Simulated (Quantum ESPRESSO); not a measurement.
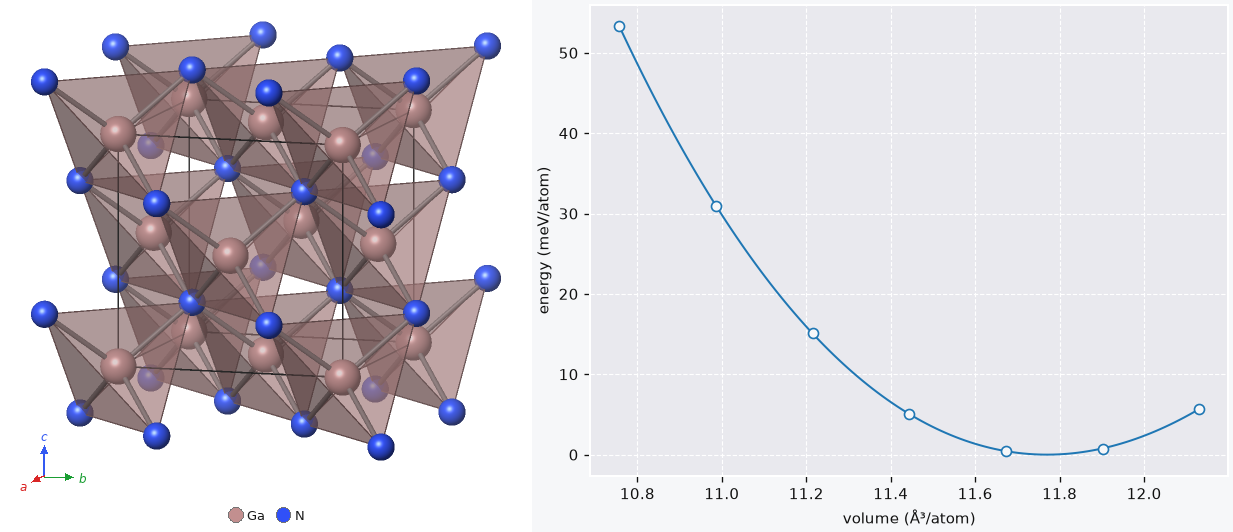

Plotted: energy against volume for GaN, space group F-43m (No. 216). The conventional cell is drawn beside the plot.

Starting cell:
```cif
data_structure
_symmetry_space_group_name_H-M 'P 1'
_symmetry_Int_Tables_number 1
_cell_length_a 3.1869
_cell_length_b 3.1869
_cell_length_c 3.1869
_cell_angle_alpha 60.000
_cell_angle_beta 60.000
_cell_angle_gamma 60.000
_cell_volume 22.89
loop_
_atom_site_label
_atom_site_type_symbol
_atom_site_fract_x
_atom_site_fract_y
_atom_site_fract_z
_atom_site_occupancy
Ga1 Ga 0.00000 0.00000 0.00000 1
N1 N 0.25000 0.25000 0.25000 1
```

Method: plane-wave DFT, no spin polarisation; energies at scaled volumes of the given cell, shape and fractions fixed, counted from the fit's minimum, third-order Birch-Murnaghan fit (Quantum ESPRESSO 7.5). Level: revPBE with D2.

k mesh 10×10×10; occupations Fermi–Dirac; smearing width 0.05 eV; potentials PseudoDojo 0.4.1 SR PBE standard; wave cutoff 1143 eV; density cutoff 4572 eV.

This calculation gives: equilibrium volume 11.77 Å³/atom and bulk modulus 172 GPa.

Now the level changes from revPBE with D2 to revPBE with D3. How do these quantities change?

The equilibrium volume falls from 11.77 to 11.56 Å³/atom (−1.8 %) and the bulk modulus rises from 172 to 180 GPa (+4.7 %).

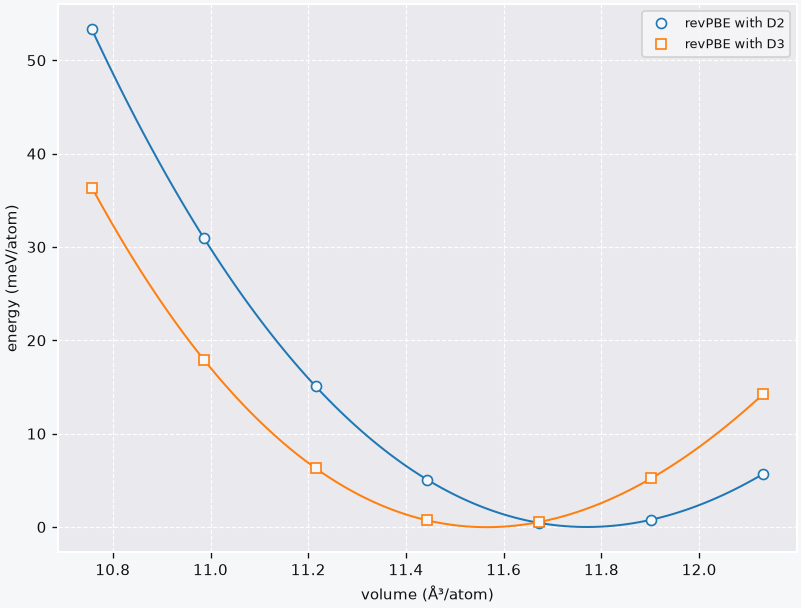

The two results together.

For both, limits of the calculation: potentials made for another functional.

V0 and the bulk modulus come from third-order Birch–Murnaghan fits.
